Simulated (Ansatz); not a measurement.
Consider AlP.

```
Al P
1.0
     5.50680    0.00000    0.00000
     0.00000    0.00000   -5.50680
     0.00000    5.50680    0.00000
Al P
4 4
Direct
  0.50000 0.50000 0.00000
  0.00000 0.50000 0.50000
  0.00000 0.00000 0.00000
  0.50000 0.00000 0.50000
  0.25000 0.75000 0.25000
  0.75000 0.75000 0.75000
  0.75000 0.25000 0.25000
  0.25000 0.25000 0.75000
```

Space group F-43m.

Method: DFT HSE06, scalar-relativistic, plane waves, PAW in Ansatz 0.2.0.

Predict the valence pseudo-density and electron localisation function between the atoms.

Answer. Al–P (2.38 Å): ρ at the midpoint is about 0.52 e/Å³; the ELF peaks at about 0.95 between the atoms: a covalent bond.

Does the calculation give a band gap?

Answer. It is gapped, with a Kohn–Sham gap of 2.3 eV on the k-point mesh (the band edges may lie off the mesh, which would make the gap smaller).

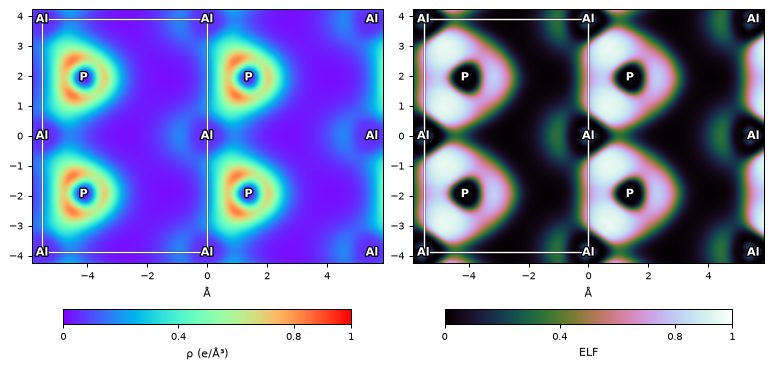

Computed valence pseudo-density and electron localisation function on the (101) plane of the conventional cell, in this order. 
